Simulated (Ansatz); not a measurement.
**Geometry relaxation of Si16H (charge +1) (part 1 of 3)**

Si16H (defect cell, 17 atoms in the cell, total charge +1), computed with DFT PBE, scalar-relativistic, plane waves, PAW, no spin polarisation (Ansatz 0.2.0).

It belongs to a series of runs on one base structure; here: end point A relaxed. Figures and captions count atoms from 1; the log counts them from 0 in places.

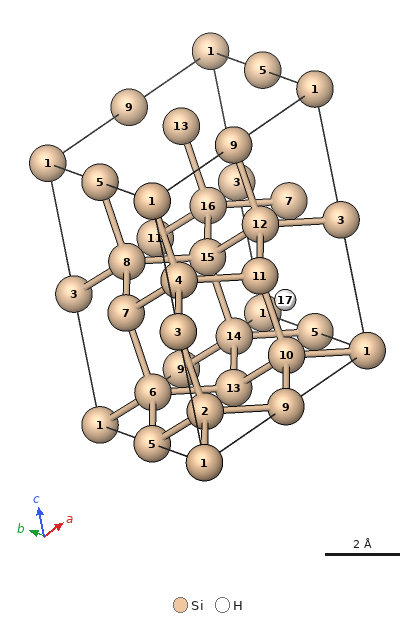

Figure 1. The starting structure (ball-and-stick view of the cell of the calculation, seen slightly off an axis; atoms are numbered from 1 in the order of the input).

### Input file
```yaml
crystal:
  lattice:
    - [0.0, 5.43, 5.43]
    - [5.43, 0.0, 5.43]
    - [5.43, 5.43, 0.0]
  atoms:
    - { symbol: Si, position: [0.0, 0.0, 0.0] }
    - { symbol: Si, position: [0.125, 0.125, 0.125] }
    - { symbol: Si, position: [0.0, 0.0, 0.5] }
    - { symbol: Si, position: [0.125, 0.125, 0.625] }
    - { symbol: Si, position: [0.0, 0.5, 0.0] }
    - { symbol: Si, position: [0.125, 0.625, 0.125] }
    - { symbol: Si, position: [0.0, 0.5, 0.5] }
    - { symbol: Si, position: [0.125, 0.625, 0.625] }
    - { symbol: Si, position: [0.5, 0.0, 0.0] }
    - { symbol: Si, position: [0.625, 0.125, 0.125] }
    - { symbol: Si, position: [0.5, 0.0, 0.5] }
    - { symbol: Si, position: [0.625, 0.125, 0.625] }
    - { symbol: Si, position: [0.5, 0.5, 0.0] }
    - { symbol: Si, position: [0.625, 0.625, 0.125] }
    - { symbol: Si, position: [0.5, 0.5, 0.5] }
    - { symbol: Si, position: [0.625, 0.625, 0.625] }
    - { symbol: H, position: [0.744987, 0.2542442, 0.2662769] }
total_charge: 1
basis:
  ecutwfc: 420.0
kpoints:
  mp_grid: { grid: [2, 2, 2] }
hamiltonian:
  xc: pbe
scf:
  occupations: { method: gaussian, width: 0.05 }
  lower_state_search: "off"
relax:
  f_tol: 0.03
  max_steps: 60
  adjacent_minimum: "off"
output:
  write_density: true
  write_potential: true
  elf: true
  volumetric_format: npy
```

Launch command:
```bash
ansatz run input.yaml --threads 1 --pin off --max-ram 3072MiB --backend cpu --events-out ev --progress --plain --runs-dir out
```

### Log
```
Engine: ansatz 0.2.0, aarch64-unknown-linux-gnu
Pseudopotentials: kind: paw
Pseudopotential: Si, paw, valence charge 4, recommended cutoff 420 eV (normal), Si.paw.azcp
Pseudopotential: H, paw, valence charge 1, recommended cutoff 420 eV (normal), H.paw.azcp
Functional definition: PBE
  parameter kappa = 0.804
  parameter beta = 0.06672455060314922
  exchange = pbe_x(kappa = kappa, mu = beta*pi^2/3)
  correlation = pbe_c(beta = beta)
Crystal: 17 atoms, lattice volume = 320.206 Å³
Basis set: ecut = 420 eV, 6231 PW (Γ), exchange–correlation on 108×108×108 points (8 copies of the dense FFT grid, shifted against one another)
Bands: 49, of which v1, the nominal top of the filled ones, is band 32 counted from 1 (31 counted from 0)
Symmetry: 1 space group operations
Space group: P1 (ITA 1), of the structure as read, at distance tolerance 6.8e-5 Å
k-points: 8
Non-local potential: Si, projectors of the file, l = 0: 2, l = 1: 2, l = 2: 2
Non-local potential: H, projectors of the file, l = 0: 2, l = 1: 1
PAW form: soft (Blöchl's): semilocal exchange-correlation on the pseudo side does not see the compensation charge
PAW one-centre angular grid: Si, 110 points (default); XC on 64 Gauss nodes
PAW one-centre angular grid: H, 110 points (default); XC on 64 Gauss nodes
Initial density: superposition of atomic densities (neutral atoms scaled as one to the charged cell's electrons: chi_scale 0, normalization atom), corrected by the library's trained network
Initial wavefunctions: pseudopotential atomic-orbital guess
Functional: x = pbe(κ = 0.804, μ = 0.2195149727645171), c = pbe(β = 0.06672455060314922)
SCF iter   1: F=—  HF=-10191.647669 eV  |F-HF|=—  |Δ(HF+E_count)|=         —  Δρ=8.24e-3  dr2=3.61e-1  ethr=1.77e-3  ⟨swp⟩=8.1  Hψ=1955  notcnv=0  defer=40
preconditioner: auto → Kerker (q_TF=auto, 2.086 Å⁻¹)  [metal: Δε(μ)=0.034 eV  Ē_g=7.979 eV  σ=0.050 eV  W_gap=0.37  n_scr=58 (ndim 8)  ℏωp=16.6 eV  f_vac=0.000  D(μ)=6.90/eV (n_scr^D=50)]
SCF iter   2: F=—  HF=-10191.566028 eV  |F-HF|=—  |Δ(HF+E_count)|=   8.16e-2  Δρ=3.58e-3  dr2=8.67e-2  ethr=5.64e-4  ⟨swp⟩=2.2  Hψ=526  notcnv=0  defer=48
SCF iter   3: F=—  HF=-10191.551438 eV  |F-HF|=—  |Δ(HF+E_count)|=   1.46e-2  Δρ=2.86e-3  dr2=4.08e-2  ethr=1.35e-4  ⟨swp⟩=2.4  Hψ=544  notcnv=0  defer=56
SCF iter   4: F=—  HF=-10191.548323 eV  |F-HF|=—  |Δ(HF+E_count)|=   3.12e-3  Δρ=9.22e-4  dr2=7.08e-3  ethr=6.38e-5  ⟨swp⟩=2.0  Hψ=474  notcnv=0  defer=63
SCF iter   5: F=—  HF=-10191.548184 eV  |F-HF|=—  |Δ(HF+E_count)|=   1.38e-4  Δρ=7.87e-4  dr2=4.89e-3  ethr=1.11e-5  ⟨swp⟩=1.0  Hψ=381  notcnv=0  defer=64
SCF iter   6: F=—  HF=-10191.547781 eV  |F-HF|=—  |Δ(HF+E_count)|=   4.03e-4  Δρ=4.52e-4  dr2=1.52e-3  ethr=7.64e-6  ⟨swp⟩=1.0  Hψ=321  notcnv=0  defer=64
SCF iter   7: F=—  HF=-10191.547612 eV  |F-HF|=—  |Δ(HF+E_count)|=   1.69e-4  Δρ=1.11e-4  dr2=8.82e-5  ethr=2.37e-6  ⟨swp⟩=1.4  Hψ=324  notcnv=0  defer=64
SCF iter   8: F=-10191.547604 eV  HF=-10191.547605 eV  |F-HF|=1.84e-7  |Δ(HF+E_count)|=   7.64e-6  Δρ=6.86e-6  dr2=3.29e-7  ethr=3.52e-8  ⟨swp⟩=10.1  Hψ=2650  notcnv=0
SCF 1 converged in 8 iterations: F = -10191.547604 eV  dr2 = 3.29e-7
  Residual-converged pass: ⟨swp⟩=1.0  Hψ=424  notcnv=0  max |occ|·‖R‖ = 6.9e-9 eV (tolerance 1.0e-8 eV)  dr2=3.29e-7  dr2_onsite=1.34e-9  max |Δocc| = 4.1e-10
  greatest PAW one-centre occupation: 0.639 electrons in one spin orbital (limit 2), on the Si atom at site 8 (counted from 0), in its partial waves of l = 0
relax step   1: F+E_penalty+E_count = -10191.54760437 eV  Δ(F+E_penalty+E_count) = +0.000e0 eV  max|allowed force component| = 3.919e-1 eV/Å  Δτ_max = 0.0000 Å  (8 SCF iters, dr2 threshold 2.25e-5 eV, accepted)
Initial density: handed on by an earlier stage of this run
Initial wavefunctions: those handed on with the density
iter 1 solved again at ethr=4.76e-5 eV; its pass at ethr=3.10e-3 eV (dr2=3.05e-2 eV) is discarded
SCF iter   1: F=—  HF=-10191.694575 eV  |F-HF|=—  |Δ(HF+E_count)|=         —  Δρ=2.68e-3  dr2=3.05e-2  ethr=4.76e-5  ⟨swp⟩=1.5  Hψ=1361  notcnv=0  defer=71
preconditioner: auto → Resta (q_TF=auto, 2.086 Å⁻¹)  ε∞=5.3  [insulator: Δε(μ)=0.057 eV  Ē_g=7.982 eV  σ=0.050 eV  W_gap=0.58  n_scr=58 (ndim 8)  ℏωp=16.6 eV  f_vac=0.000  D(μ)=4.36/eV (n_scr^D=14)  ε∞_Penn≈5.3]
SCF iter   2: F=—  HF=-10191.689339 eV  |F-HF|=—  |Δ(HF+E_count)|=   5.24e-3  Δρ=1.41e-3  dr2=6.68e-3  ethr=4.76e-5  ⟨swp⟩=1.5  Hψ=361  notcnv=0  defer=71
SCF iter   3: F=—  HF=-10191.688215 eV  |F-HF|=—  |Δ(HF+E_count)|=   1.12e-3  Δρ=2.87e-4  dr2=2.59e-4  ethr=1.04e-5  ⟨swp⟩=2.0  Hψ=578  notcnv=0  defer=71
SCF iter   4: F=—  HF=-10191.688217 eV  |F-HF|=—  |Δ(HF+E_count)|=   1.58e-6  Δρ=4.58e-5  dr2=1.21e-5  ethr=4.05e-7  ⟨swp⟩=2.5  Hψ=514  notcnv=0  defer=71
SCF iter   5: F=-10191.688220 eV  HF=-10191.688219 eV  |F-HF|=4.11e-7  |Δ(HF+E_count)|=   2.58e-6  Δρ=1.65e-5  dr2=1.02e-6  ethr=1.50e-8  ⟨swp⟩=10.0  Hψ=2480  notcnv=0
SCF 2 converged in 5 iterations: F = -10191.688220 eV  dr2 = 1.02e-6
relax step   2: F+E_penalty+E_count = -10191.68821952 eV  Δ(F+E_penalty+E_count) = -1.406e-1 eV  max|allowed force component| = 5.998e-1 eV/Å  Δτ_max = 0.1955 Å  (5 SCF iters, dr2 threshold 9.60e-6 eV, accepted)
SCF iter   1: F=—  HF=-10191.843283 eV  |F-HF|=—  |Δ(HF+E_count)|=         —  Δρ=2.51e-3  dr2=1.95e-2  ethr=4.63e-4  ⟨swp⟩=4.9  Hψ=1034  notcnv=0  defer=71
preconditioner: auto → Resta (q_TF=auto, 2.086 Å⁻¹)  ε∞=5.3  [insulator: Δε(μ)=0.067 eV  Ē_g=7.997 eV  σ=0.050 eV  W_gap=0.66  n_scr=58 (ndim 8)  ℏωp=16.6 eV  f_vac=0.000  D(μ)=3.71/eV (n_scr^D=14)  ε∞_Penn≈5.3]
SCF iter   2: F=—  HF=-10191.840001 eV  |F-HF|=—  |Δ(HF+E_count)|=   3.28e-3  Δρ=1.35e-3  dr2=5.14e-3  ethr=3.05e-5  ⟨swp⟩=1.5  Hψ=472  notcnv=0  defer=71
SCF iter   3: F=—  HF=-10191.839131 eV  |F-HF|=—  |Δ(HF+E_count)|=   8.71e-4  Δρ=1.78e-4  dr2=1.04e-4  ethr=8.03e-6  ⟨swp⟩=2.5  Hψ=565  notcnv=0  defer=71
SCF iter   4: F=-10191.839132 eV  HF=-10191.839130 eV  |F-HF|=1.30e-6  |Δ(HF+E_count)|=   4.20e-7  Δρ=3.44e-5  dr2=4.70e-6  ethr=3.51e-8  ⟨swp⟩=8.8  Hψ=2717  notcnv=0
SCF 3 converged in 4 iterations: F = -10191.839132 eV  dr2 = 4.70e-6
relax step   3: F+E_penalty+E_count = -10191.83913165 eV  Δ(F+E_penalty+E_count) = -1.509e-1 eV  max|allowed force component| = 6.547e-1 eV/Å  Δτ_max = 0.1949 Å  (4 SCF iters, dr2 threshold 2.25e-5 eV, accepted)
SCF iter   1: F=—  HF=-10191.987961 eV  |F-HF|=—  |Δ(HF+E_count)|=         —  Δρ=3.10e-3  dr2=2.72e-2  ethr=3.05e-4  ⟨swp⟩=6.4  Hψ=1057  notcnv=0  defer=71
preconditioner: auto → Kerker (q_TF=auto, 2.086 Å⁻¹)  [metal: Δε(μ)=0.011 eV  Ē_g=8.015 eV  σ=0.050 eV  W_gap=0.12  n_scr=58 (ndim 8)  ℏωp=16.6 eV  f_vac=0.000  D(μ)=6.26/eV (n_scr^D=26)]
SCF iter   2: F=—  HF=-10191.984247 eV  |F-HF|=—  |Δ(HF+E_count)|=   3.71e-3  Δρ=1.76e-3  dr2=9.18e-3  ethr=4.26e-5  ⟨swp⟩=1.5  Hψ=468  notcnv=0  defer=67
SCF iter   3: F=—  HF=-10191.982490 eV  |F-HF|=—  |Δ(HF+E_count)|=   1.76e-3  Δρ=1.84e-4  dr2=2.25e-4  ethr=1.43e-5  ⟨swp⟩=2.2  Hψ=523  notcnv=0  defer=67
SCF iter   4: F=-10191.982497 eV  HF=-10191.982497 eV  |F-HF|=5.66e-7  |Δ(HF+E_count)|=   6.64e-6  Δρ=5.79e-5  dr2=2.07e-5  ethr=1.56e-7  ⟨swp⟩=8.9  Hψ=2903  notcnv=0
[...]
relax step   4: F+E_penalty+E_count = -10191.98249747 eV  Δ(F+E_penalty+E_count) = -1.434e-1 eV  max|allowed force component| = 6.333e-1 eV/Å  Δτ_max = 0.1950 Å  (4 SCF iters, dr2 threshold 1.00e-4 eV, accepted)
preconditioner: auto → Resta (q_TF=auto, 2.086 Å⁻¹)  ε∞=5.3  [insulator: Δε(μ)=0.261 eV  Ē_g=8.033 eV  σ=0.050 eV  W_gap=0.50  n_scr=58 (ndim 8)  ℏωp=16.6 eV  f_vac=0.000  D(μ)=7.99/eV (n_scr^D=58)  ε∞_Penn≈5.3]
  Residual-converged pass: ⟨swp⟩=1.0  Hψ=424  notcnv=0  max |occ|·‖R‖ = 6.9e-9 eV (tolerance 1.0e-8 eV)  dr2=4.83e-6  dr2_onsite=2.81e-8  max |Δocc| = 3.4e-10
  greatest PAW one-centre occupation: 0.637 electrons in one spin orbital (limit 2), on the Si atom at site 8 (counted from 0), in its partial waves of l = 0
relax step   5: F+E_penalty+E_count = -10192.12744201 eV  Δ(F+E_penalty+E_count) = -1.449e-1 eV  max|allowed force component| = 5.118e-1 eV/Å  Δτ_max = 0.1953 Å  (5 SCF iters, dr2 threshold 1.00e-4 eV, accepted)
preconditioner: auto → Kerker (q_TF=auto, 2.086 Å⁻¹)  [metal: Δε(μ)=0.035 eV  Ē_g=8.052 eV  σ=0.050 eV  W_gap=0.37  n_scr=58 (ndim 8)  ℏωp=16.6 eV  f_vac=0.000  D(μ)=6.36/eV (n_scr^D=26)]
  greatest PAW one-centre occupation: 0.633 electrons in one spin orbital (limit 2), on the Si atom at site 8 (counted from 0), in its partial waves of l = 0
relax step   6: F+E_penalty+E_count = -10192.23429899 eV  Δ(F+E_penalty+E_count) = -1.069e-1 eV  max|allowed force component| = 5.092e-1 eV/Å  Δτ_max = 0.1958 Å  (5 SCF iters, dr2 threshold 1.00e-4 eV, accepted)
preconditioner: auto → Resta (q_TF=auto, 2.086 Å⁻¹)  ε∞=5.2  [insulator: Δε(μ)=0.367 eV  Ē_g=8.060 eV  σ=0.050 eV  W_gap=1.00  n_scr=58 (ndim 8)  ℏωp=16.6 eV  f_vac=0.000  D(μ)=0.00/eV (n_scr^D=0)  ε∞_Penn≈5.2]
  greatest PAW one-centre occupation: 0.630 electrons in one spin orbital (limit 2), on the Si atom at site 11 (counted from 0), in its partial waves of l = 0
relax step   7: F+E_penalty+E_count = -10192.35878575 eV  Δ(F+E_penalty+E_count) = -1.245e-1 eV  max|allowed force component| = 5.338e-1 eV/Å  Δτ_max = 0.1787 Å  (5 SCF iters, dr2 threshold 1.00e-4 eV, accepted)
preconditioner: auto → Resta (q_TF=auto, 2.086 Å⁻¹)  ε∞=5.2  [insulator: Δε(μ)=0.387 eV  Ē_g=8.067 eV  σ=0.050 eV  W_gap=1.00  n_scr=58 (ndim 8)  ℏωp=16.6 eV  f_vac=0.000  D(μ)=0.00/eV (n_scr^D=0)  ε∞_Penn≈5.2]
  greatest PAW one-centre occupation: 0.635 electrons in one spin orbital (limit 2), on the Si atom at site 11 (counted from 0), in its partial waves of l = 0
relax step   8: F+E_penalty+E_count = -10192.54981356 eV  Δ(F+E_penalty+E_count) = -1.910e-1 eV  max|allowed force component| = 4.367e-1 eV/Å  Δτ_max = 0.1948 Å  (4 SCF iters, dr2 threshold 1.00e-4 eV, accepted)
preconditioner: auto → Resta (q_TF=auto, 2.086 Å⁻¹)  ε∞=5.2  [insulator: Δε(μ)=0.151 eV  Ē_g=8.065 eV  σ=0.050 eV  W_gap=0.97  n_scr=58 (ndim 8)  ℏωp=16.6 eV  f_vac=0.000  D(μ)=0.65/eV (n_scr^D=0)  ε∞_Penn≈5.2]
  greatest PAW one-centre occupation: 0.643 electrons in one spin orbital (limit 2), on the Si atom at site 14 (counted from 0), in its partial waves of l = 0
relax step   9: F+E_penalty+E_count = -10192.60779041 eV  Δ(F+E_penalty+E_count) = -5.798e-2 eV  max|allowed force component| = 4.439e-1 eV/Å  Δτ_max = 0.1954 Å  (4 SCF iters, dr2 threshold 1.00e-4 eV, accepted)
preconditioner: auto → Resta (q_TF=auto, 2.086 Å⁻¹)  ε∞=5.2  [insulator: Δε(μ)=0.192 eV  Ē_g=8.067 eV  σ=0.050 eV  W_gap=0.99  n_scr=58 (ndim 8)  ℏωp=16.6 eV  f_vac=0.000  D(μ)=0.16/eV (n_scr^D=0)  ε∞_Penn≈5.2]
  greatest PAW one-centre occupation: 0.641 electrons in one spin orbital (limit 2), on the Si atom at site 14 (counted from 0), in its partial waves of l = 0
relax step  10: F+E_penalty+E_count = -10192.63513175 eV  Δ(F+E_penalty+E_count) = -2.734e-2 eV  max|allowed force component| = 1.832e-1 eV/Å  Δτ_max = 0.2000 Å  (4 SCF iters, dr2 threshold 1.00e-4 eV, accepted)
preconditioner: auto → Resta (q_TF=auto, 2.086 Å⁻¹)  ε∞=5.2  [insulator: Δε(μ)=0.188 eV  Ē_g=8.069 eV  σ=0.050 eV  W_gap=0.99  n_scr=58 (ndim 8)  ℏωp=16.6 eV  f_vac=0.000  D(μ)=0.19/eV (n_scr^D=0)  ε∞_Penn≈5.2]
  Residual-converged pass: ⟨swp⟩=1.1  Hψ=425  notcnv=0  max |occ|·‖R‖ = 7.0e-9 eV (tolerance 1.0e-8 eV)  dr2=2.92e-6  dr2_onsite=1.32e-8  max |Δocc| = 2.3e-15
relax step  11: F+E_penalty+E_count = -10192.64250950 eV  Δ(F+E_penalty+E_count) = -7.378e-3 eV  max|allowed force component| = 6.777e-2 eV/Å  Δτ_max = 0.0481 Å  (4 SCF iters, dr2 threshold 5.72e-6 eV, accepted)
preconditioner: auto → Resta (q_TF=auto, 2.086 Å⁻¹)  ε∞=5.2  [insulator: Δε(μ)=0.176 eV  Ē_g=8.068 eV  σ=0.050 eV  W_gap=0.99  n_scr=58 (ndim 8)  ℏωp=16.6 eV  f_vac=0.000  D(μ)=0.30/eV (n_scr^D=0)  ε∞_Penn≈5.2]
relax step  12: F+E_penalty+E_count = -10192.64311763 eV  Δ(F+E_penalty+E_count) = -6.081e-4 eV  max|allowed force component| = 9.758e-3 eV/Å  Δτ_max = 0.0092 Å  (5 SCF iters, accepted)
```

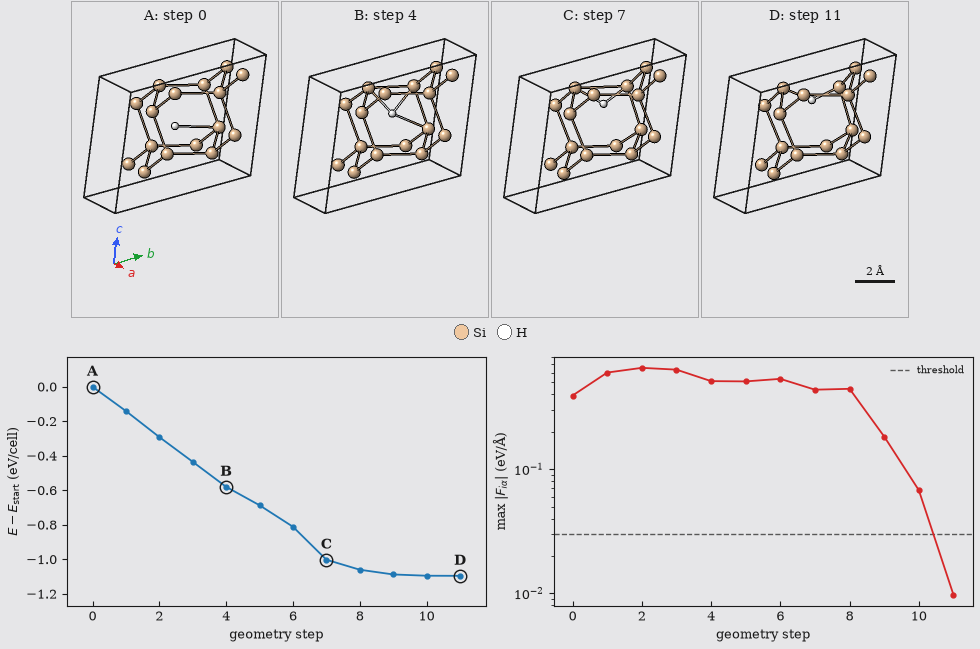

Figure 2. Frames of the relaxation (ball-and-stick view of the cell of the calculation (origin shifted), seen slightly off an axis) above the curves, on which the letters mark them (the first geometry is step 0 here and step 1 in the log).

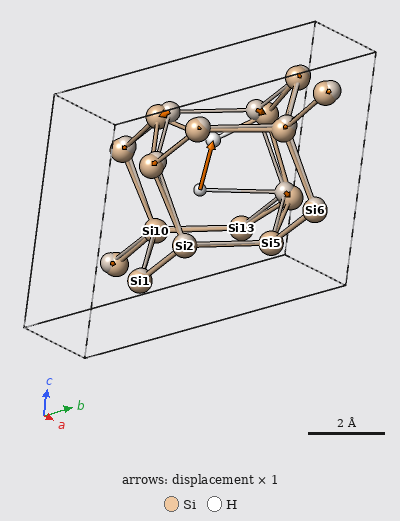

Figure 3. Start (faint) and end (solid) with the displacements as orange arrows, at true length (ball-and-stick view of the cell of the calculation (origin shifted), seen slightly off an axis). The energy falls by 1.096 eV per cell of the calculation in 11 geometry steps. The largest force component goes from 0.39 to 0.0098 eV/Å. The atom that moves furthest is H17 (1.38 Å). By element the largest moves are H 1.38 Å, Si 0.34 Å. The cell stays as it was. Among the contacts that change: Si15–H17 2.604 → 1.606 Å, Si12–H17 2.250 → 1.607 Å, Si12–Si15 2.351 → 2.941 Å, Si14–H17 2.328 → 2.675 Å. New bonds form: Si12–H17 (2.25 → 1.61 Å), Si15–H17 (2.60 → 1.61 Å). Among the angles that change: Si12–Si9–Si14 109.5° → 95.2°, Si3–Si8–Si15 109.5° → 96.8°, Si11–Si16–Si15 109.5° → 98.2°. (Atoms are counted from 1 in the order of the input.)

```
NSCF: frozen V_eff on 8 k-points
the band table was solved once a step of the walk had ended and its energy, with any forces and stress, was formed, with the checks that follow a solve (2542 applications of the Hamiltonian). They found nothing against the state; the energy, forces and stress were not computed again (output.eigenvalues in the input reference)
Free energy (F): -10192.643118 eV
Harris-Foulkes:  -10192.643118 eV  (|F-HF|=5.13e-9)
Internal energy: -10192.642783 eV  (E = F + TS)
E sigma→0 (E₀):  -10192.642950 eV
Entropy (-TS):   -0.000335 eV (-0.020 meV/atom)
Fermi energy:    6.310718 eV
--- Per-component energies (eV) ---
[...]
  E_band       = 73.562664
  E_kinetic    = 656.648465
  E_local      = -454.972068  (includes V_loc(G=0)·N_el)
  E_nonlocal   = 414.633509
  E_hartree    = 124.313843
  E_xc         = -884.876968
  E_vxc        = -750.424312  (∫ρ·V_xc dr)
  E_paw        = -8205.705813  (= ΣΔE_a)
  E_vpaw       = -40.949251  (= ΣTr[D̂ρ^β])
  E_aug_tail   = -0.001176  (compensation charges beyond the density's cutoff)
  E_ewald      = -1842.682575
  E_smearing   = -0.000335  (= −TS)
  E_closure    = -0.000000  (closes the sum)
  E_deformation_potential = 12.670618  (in the stress; not in F)
  Σ components = -10192.643118   (vs F -10192.643118, Δ=0.00e0)
--- Forces (eV/Å), atoms counted from 1 ---
  atom   1  Si     0.00359989    -0.00487688     0.00109533
  atom   2  Si     0.00019479     0.00181688    -0.00121493
  atom   3  Si    -0.00094093    -0.00181549    -0.00633709
  atom   4  Si    -0.00252299     0.00266343    -0.00002554
  atom   5  Si    -0.00042556    -0.00722642     0.00217768
  atom   6  Si    -0.00183841     0.00304289    -0.00211911
  atom   7  Si     0.00270213    -0.00056615     0.00208440
  atom   8  Si    -0.00179757     0.00315126     0.00688947
  atom   9  Si    -0.00030720     0.00538767     0.00156294
  atom  10  Si     0.00215779     0.00043251    -0.00120027
  atom  11  Si    -0.00147599     0.00323794     0.00706194
  atom  12  Si     0.00765634    -0.00703763     0.00250173
  atom  13  Si    -0.00173378     0.00118786     0.00122040
  atom  14  Si    -0.00501838     0.00596586    -0.00710074
  atom  15  Si    -0.00720249     0.00494227    -0.00975691
  atom  16  Si     0.00095408    -0.00563859    -0.00140865
  atom  17  H      0.00597533    -0.00467826     0.00458000
  max |Σ_I F_I| component: 2.29e-5 eV/Å
--- Band table (eV; the first three rows and the last of 8) ---
  k-point 0: bands = ["-5.8162", "-3.8265", "-3.4040", "-3.3301", "-3.3285", "-2.0996", "-1.8303", "-1.5442", "-1.5408", "-1.4692", "-1.4571", "-0.9205", "-0.8231", "-0.5964", "-0.5814", "2.4560", "3.3490", "3.3918", "3.5236", "3.5248", "3.5421", "4.4918", "4.9048", "4.9375", "5.0475", "5.0841", "5.1779", "5.1831", "5.1999", "6.0548", "6.2072", "6.2192", "6.3984", "6.6698", "7.0545", "7.0730", "7.2296", "7.2352", "7.6544", "7.7941", "7.9123", "7.9220", "8.6681", "8.8719", "8.9532", "9.4024", "9.5117", "9.5346", "9.5887"]
  k-point 1: bands = ["-5.1962", "-4.8408", "-3.4723", "-3.2204", "-2.9974", "-2.9230", "-2.8783", "-2.8666", "-0.8082", "-0.3102", "-0.1041", "-0.0788", "-0.0403", "0.0030", "1.8245", "2.3457", "2.4372", "2.6354", "2.7404", "2.8067", "2.8217", "2.8376", "3.5342", "3.9670", "4.1103", "4.1295", "4.1796", "4.2185", "5.2867", "5.3765", "5.5401", "5.5907", "7.0602", "7.6194", "7.8112", "7.8973", "7.9176", "8.0754", "8.2034", "8.3506", "9.5493", "9.7923", "9.8484", "10.0754", "10.2924", "10.5012", "10.6706", "10.7580", "10.8189"]
```
